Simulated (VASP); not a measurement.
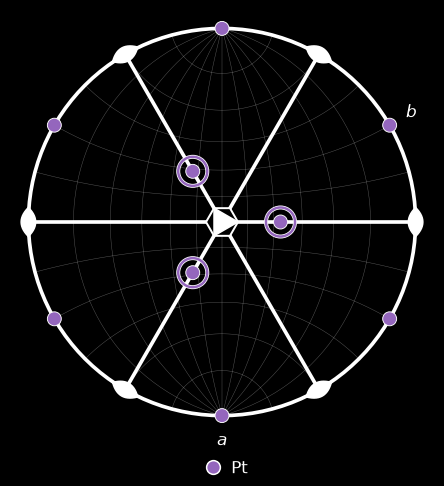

Crystal: Pt, a cell listed in the Materials Project, as set up for an electronic-structure calculation. Directions from one platinum atom at (1/3, 2/3, 1/4) to its bonded neighbours, in stereographic projection down c (filled: above the plane of the page or in it, open: below). All values are computed from the atomic coordinates in the standard setting (tolerance 0.002 Å).

Neighbours are counted up to 3.09 Å for Pt. The symmetry elements of the site are drawn in: heavy lines are mirror planes (a heavy rim: a mirror in the plane of the page); lens, triangle, square and hexagon are 2-, 3-, 4- and 6-fold axes, a lens in an open square is −4, a triangle in an open hexagon −6; thin dashed diameters join the ends of axes that lie in the page; a small open circle marks inversion.

```cif
data_structure
_symmetry_space_group_name_H-M 'P 1'
_symmetry_Int_Tables_number 1
_cell_length_a 2.7607
_cell_length_b 2.7607
_cell_length_c 4.7921
_cell_angle_alpha 90.000
_cell_angle_beta 90.000
_cell_angle_gamma 120.000
_cell_volume 31.63
loop_
_atom_site_label
_atom_site_type_symbol
_atom_site_fract_x
_atom_site_fract_y
_atom_site_fract_z
_atom_site_occupancy
Pt1 Pt 0.33333 0.66667 0.25000 1
Pt2 Pt 0.66667 0.33333 0.75000 1
```

How many neighbours are there, and at what angles?

12: 6 Pt at 2.76 Å, 6 Pt at 2.88 Å. Angles between bonds: 57° (6×), 60° (6×), 61° (12×), 90° (12×), 113° (3×), 119° (12×), 120° (6×), 148° (6×), 180° (3×).

What is the site's symmetry in the crystal?

Point group -6m2 (D3h), order 12: one −6 axis, three twofold axes, four mirror planes. In P6_3/mmc, No. 194 this is Wyckoff position 2c.
